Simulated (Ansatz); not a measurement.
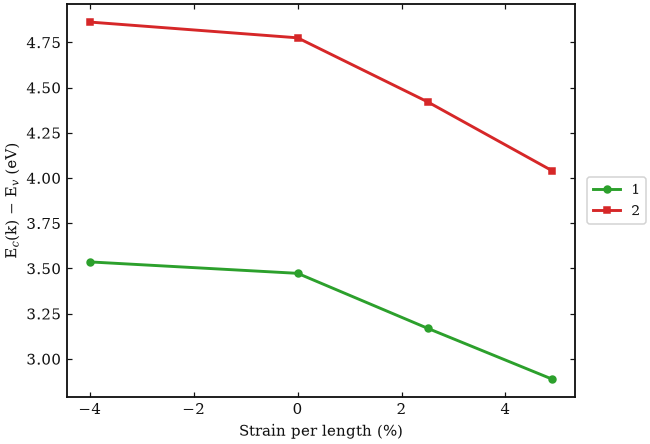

Lowest conduction level at each named k point, counted from the valence-band top at Γ. The names follow the standardised cell of this lattice; in reduced coordinates of the cell that was run, M is (0.5, 0, 0). The curves are numbered.

System: wurtzite MgS, space group P6_3mc (No. 186), 4 atoms in the cell, relaxed with r2SCAN; unstrained, a = 4.029 Å, c = 6.454 Å (hexagonal axes). The cell is strained biaxially in the xy plane; the length along z and the atoms are relaxed again with r2SCAN. Points keep the names and reduced coordinates of the unstrained primitive cell. Ansatz; PBE, Ansatz PAW set, no spin polarisation, no spin-orbit coupling, 12×12×4 k mesh, 420 eV cutoff.

Q: Which curve belongs to which k point: M and Γ?

A: 1 is Γ; 2 is M. Γ falls by 0.65 eV and M falls by 0.82 eV.

Q: Which of these conduction levels is lowest, and does that change?

A: The lowest is the one at Γ, over the whole range, so among these points the gap stays direct.

The valence top at Γ is twofold at −4 % and single at +4.9 %, so the reference level changes its character along the series. LDA, GGA and most meta-GGA functionals understate gaps. The usual form of MgS is rocksalt. L and K are left out: the lowest level there has a kink along the series, as when two levels cross.
